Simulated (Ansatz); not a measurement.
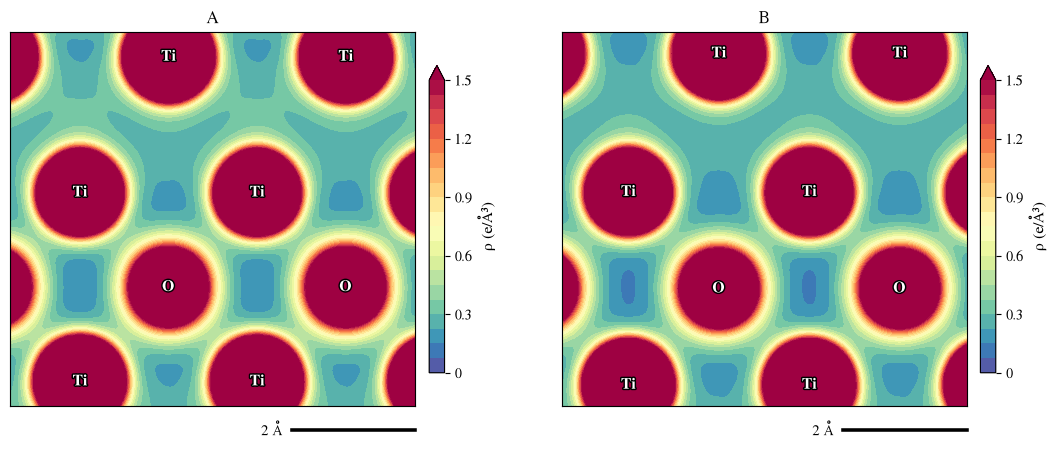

Ti$_{2}$O. The valence charge density (pseudo) of two cells that differ in size, on the (101) plane of each (indices in the axes of the calculation cell), at one length scale and on one colour scale; one has 10.9 and the other 11.6 Å³ an atom.

These are results of Ansatz 0.2.0, Kohn-Sham DFT of a periodic cell, r2SCAN, Ansatz PAW, not measurements.

The larger cell:

```
Ti O
1.0
     2.91940    0.00000    0.00000
    -1.45970    2.52827    0.00000
     0.00000    0.00000    4.71300
Ti O
2 1
Direct
  0.33333 0.66667 0.72126
  0.66667 0.33333 0.27874
  0.00000 0.00000 0.00000
```

The smaller cell: a = 2.860 Å, b = 2.860 Å, c = 4.617 Å, α = 90.00°, β = 90.00°, γ = 120.00°.

Q: Which is the denser cell? Describe the effect of the change.

A: Panel A is the smaller cell, by 6 % in volume. From the larger cell to the smaller, Ti–Ti goes from 2.68 to 2.63 Å, and the density at its midpoint from 0.27 to 0.28 e/Å³; Ti–O goes from 2.14 to 2.09 Å, and the density at its midpoint from 0.42 to 0.47 e/Å³; the pressure goes from 9 to 25 GPa.
